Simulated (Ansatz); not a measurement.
Input

```
crystal:
  lattice:
    - [-2.0261375591, 2.0261375591, 5.1813792081]
    - [2.0261375591, -2.0261375591, 5.1813792081]
    - [2.0261375591, 2.0261375591, -5.1813792081]
  atoms:
    - { symbol: Sn, position: [0.75, 0.25, 0.5] }
    - { symbol: Sn, position: [0.0, 0.0, 0.0] }
    - { symbol: O, position: [0.7975932601, 0.7975932601, 0.0] }
    - { symbol: O, position: [0.9524067399, 0.4524067399, 0.5] }
    - { symbol: O, position: [0.2024067399, 0.2024067399, 0.0] }
    - { symbol: O, position: [0.5475932601, 0.0475932601, 0.5] }
basis:
  ecutwfc: 420
kpoints:
  mp_grid: { grid: [10, 10, 10] }
hamiltonian:
  xc: pbe
scf:
  occupations: { method: gaussian, width: 0.05 }
output:
  forces: true
  stress: true
  eigenvalues: true
  write_density: true
  write_potential: true
  elf: true
  volumetric_format: npy
```

Launched as:

```sh
ansatz run input.yaml --threads 2 --pin off --max-ram 5120MiB --backend cpu --events-out ev --progress --plain --runs-dir out
```

Below, planes, directions and counts refer to the conventional cell (a = 4.05 Å, b = 4.05 Å, c = 10.36 Å, α = 90.00°, β = 90.00°, γ = 90.00°).

Space group I4₁/amd; a structure from a database of computed crystals, not necessarily the ambient phase.

Level of theory: DFT PBE, scalar-relativistic, plane waves, PAW in Ansatz.

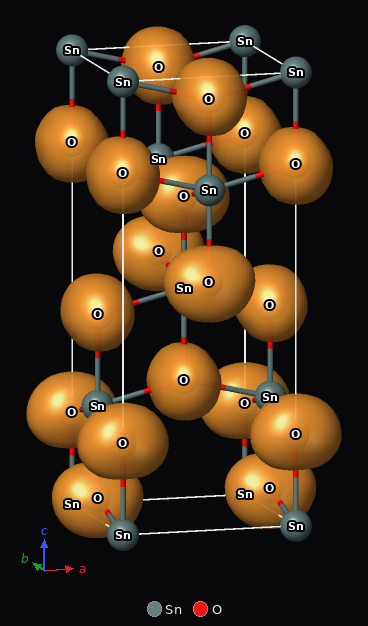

SnO2. Isosurface of the electron localisation function at 0.65 (orange), seen slightly off an axis. Core shells and regions of very low density are left out. Sticks mark near contacts.

Question: What do the ELF domains correspond to?

Answer: The ELF exceeds this value in eight regions wrapped around O (the valence shell of each), counted in one cell of 12 atoms. Regions shared between cells count once. Profiles from the grid: Sn–O (2.09 Å): the ELF peaks at about 0.80 in the valence shell of O, 0.6 Å from its nucleus, and is about 0.25 at the midpoint; no localised pair shows between them.
